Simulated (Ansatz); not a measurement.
Calculation on a (111) slab cut from CaF₂ (Fm-3m), ended by F planes, 36 atoms in the cell; a = 7.73 Å, b = 7.73 Å, c = 23.89 Å, α = 90.00°, β = 90.00°, γ = 120.00°.

Level of theory: DFT PBE+D3(BJ), scalar-relativistic, plane waves, PAW, no spin polarisation, 3×3×1 k mesh, 420 eV cutoff, Gaussian smearing of 0.05 eV; code Ansatz.

What does the potential across the slab give for the band edges against vacuum?

From the vacuum level at the right face the ionisation potential is 8.12 eV and the electron affinity 1.49 eV; at the left face they are 7.94 and 1.30 eV. The slab's gap, their difference before rounding, is 6.63 eV. The vacuum levels differ by 0.19 eV, so the slab carries a dipole along its normal. Some atoms were held fixed in the relaxation, which can itself make the faces differ. The outermost atoms are 7.9 Å apart, which leaves 16.0 Å of vacuum in a cell 23.9 Å high.

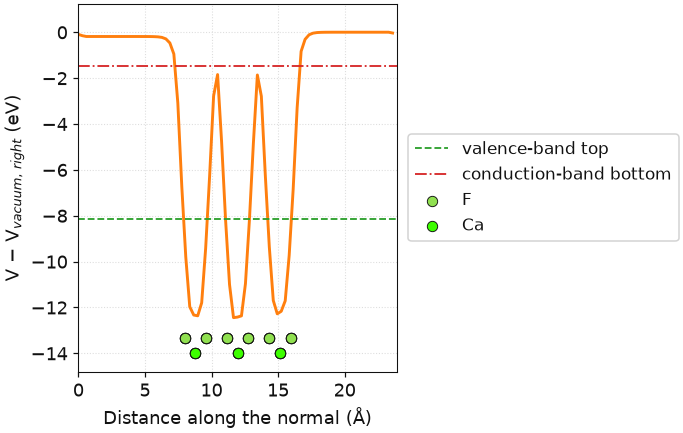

Plane-averaged electrostatic potential energy of an electron across the slab; circles at the bottom mark the heights of the atoms (positions after relaxation).
